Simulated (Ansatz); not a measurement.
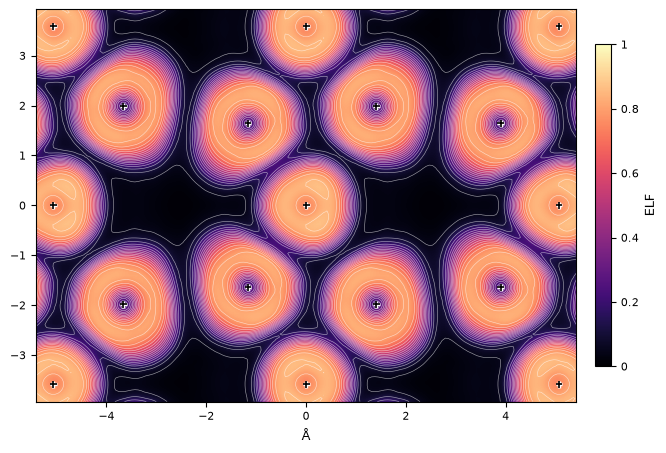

The ELF on a plane through atoms (crosses mark nuclei in the plane).

The calculation used DFT PBEsol, scalar-relativistic, plane waves, PAW (Ansatz 0.2.0).

Candidates:
A. HfO2, a = 5.07 Å, b = 5.07 Å, c = 5.07 Å, α = 90.00°, β = 90.00°, γ = 90.00°. Space group P-43m; a generated structure, not necessarily the stable one.
B. MgO2, a = 4.84 Å, b = 4.84 Å, c = 4.84 Å, α = 90.00°, β = 90.00°, γ = 90.00°. Space group Pa-3; a structure from a database of computed crystals, not necessarily the ambient phase.
C. CdS, a = 4.12 Å, b = 4.12 Å, c = 6.71 Å, α = 90.00°, β = 90.00°, γ = 120.00°. Space group P6₃mc.

Which candidate gave the map?

Candidate A: HfO2 on the (011) plane of the conventional cell, which holds Hf and O. Hf–O (2.02 Å): the ELF peaks at about 0.85 in the valence shell of O, 0.6 Å from its nucleus, and drops to about 0.20 between the two atoms: no localised pair shows between them. Hf–O (2.13 Å): the ELF peaks at about 0.85 in the valence shell of O, 0.6 Å from its nucleus, and drops to about 0.20 between the two atoms; no shared electron pair shows on this line.
